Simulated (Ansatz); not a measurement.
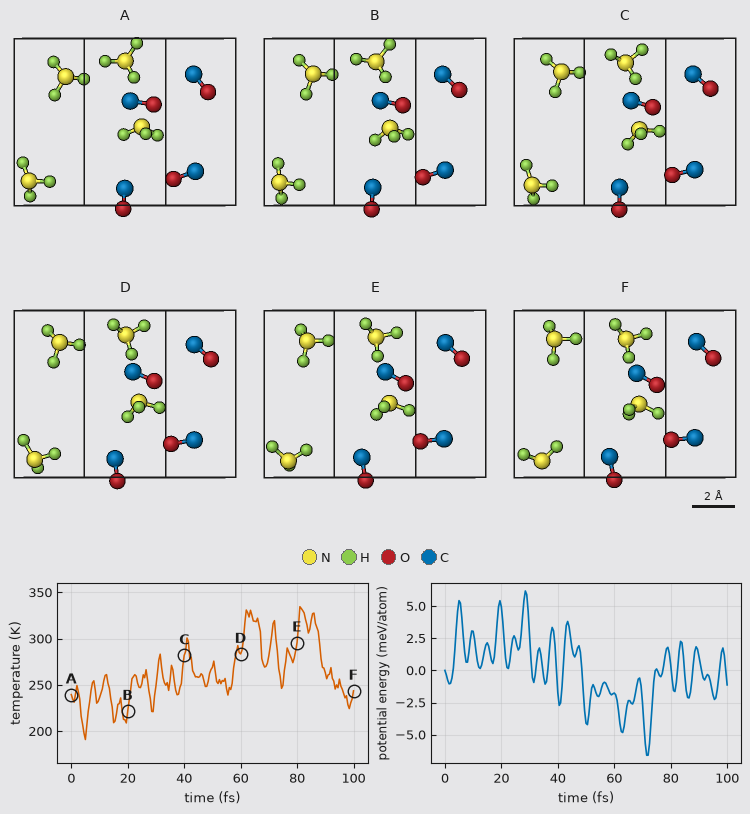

A Born-Oppenheimer molecular dynamics run of a periodic cell with 4 NH3 + 4 CO at 0.593 g/cm³, 100 fs long. It starts from the last geometry of an earlier run, with fresh velocities. Frames (A at 0 fs, B at 20 fs, C at 40 fs, D at 60 fs, E at 80 fs, F at 100 fs) and the history of the run. A ball-and-stick model of the simulation cell, seen from a free direction. Atoms that leave the cell re-enter on the other side.

Theory: DFT PBE-D3(BJ), scalar-relativistic, plane waves, PAW (Ansatz 0.2.0). Set-up: plane-wave cutoff 420 eV; k-point mesh 1 × 1 × 1; Fermi-Dirac smearing 0.05 eV; low-accuracy preset; Langevin thermostat (NVT); set temperature 250 K; time step 0.5 fs; friction 0.01 per fs.

The input:
```yaml
accuracy: low
crystal:
  lattice:
    - [7.960219, 0.0, 0.0]
    - [0.0, 7.960219, 0.0]
    - [0.0, 0.0, 7.960219]
  atoms:
    - { symbol: "N", position: [0.85903338, 0.43580724, 0.76743967] }
    - { symbol: H, position: [0.73275794, 0.42183199, 0.75272779] }
    - { symbol: H, position: [0.90990378, 0.38879574, 0.65727926] }
    - { symbol: H, position: [0.90012052, 0.35077959, 0.85531187] }
    - { symbol: "N", position: [0.58381044, 0.69061513, 0.86006983] }
    - { symbol: H, position: [0.54189125, 0.76380472, 0.96719051] }
    - { symbol: H, position: [0.70897924, 0.67359032, 0.85914291] }
    - { symbol: H, position: [0.56312624, 0.76862729, 0.76233883] }
    - { symbol: "N", position: [0.94946388, 0.10831009, 0.14344707] }
    - { symbol: H, position: [0.90372595, 0.02347987, 0.05314032] }
    - { symbol: H, position: [0.96023499, 0.04356961, 0.25265106] }
    - { symbol: H, position: [0.8553016, 0.20014349, 0.13953272] }
    - { symbol: "N", position: [0.5706062, 0.89610873, 0.46587359] }
    - { symbol: H, position: [0.59697687, 1.0108342, 0.42427597] }
    - { symbol: H, position: [0.65342487, 0.81772227, 0.41997504] }
    - { symbol: H, position: [0.45473009, 0.86995921, 0.41579502] }
    - { symbol: O, position: [0.4033826, 0.26971849, -0.02364775] }
    - { symbol: C, position: [0.36417695, 0.20820942, 0.09870228] }
    - { symbol: O, position: [0.29929773, 0.47973424, 0.60095686] }
    - { symbol: C, position: [0.41665996, 0.39956058, 0.62196125] }
    - { symbol: O, position: [0.12961622, 0.88773158, 0.67480447] }
    - { symbol: C, position: [0.19300008, 0.81886538, 0.78131686] }
    - { symbol: O, position: [0.22728468, 0.60744677, 0.15452314] }
    - { symbol: C, position: [0.12620092, 0.70173434, 0.20046602] }
basis:
  ecutwfc: 420.0
kpoints:
  mp_grid: { grid: [1, 1, 1] }
hamiltonian:
  xc: pbe
  dispersion: d3bj
scf:
  occupations: { method: fermi_dirac, width: 0.05 }
  lower_state_search: "off"
md:
  timestep: 0.5
  n_steps: 200
  ensemble: nvt_langevin
  temperature: 250.0
  initial_velocities: maxwell_boltzmann
  seed: 21704
  friction: 0.01
```

Launched with:
```bash
ansatz run input.yaml --threads 1 --pin off --max-ram 3072MiB --backend cpu --events-out ev --progress --plain --runs-dir out
```

What do the frames and curves show?

Over the second half the temperature averages 281 K (spread ±30 K). The potential energy in the second half lies on average 1.3 meV per atom below the first frame. In the second half of the run the atoms are, in the root-mean-square, this far from where they began (common drift taken out): H 0.63 Å, O 0.47 Å, N 0.46 Å, C 0.37 Å. The heavy atoms stay within a fraction of a molecule's size of their starting places; so short a run doesn't tell a liquid from a solid.

Limits of the set-up: the program's low-accuracy preset was used; the periodic images lie only 8.0 Å apart, so the values are limited by the cell's size.

The run took 16 min on 1 thread of AMD EPYC 7571 (shared host), peak memory 0.5 GiB.
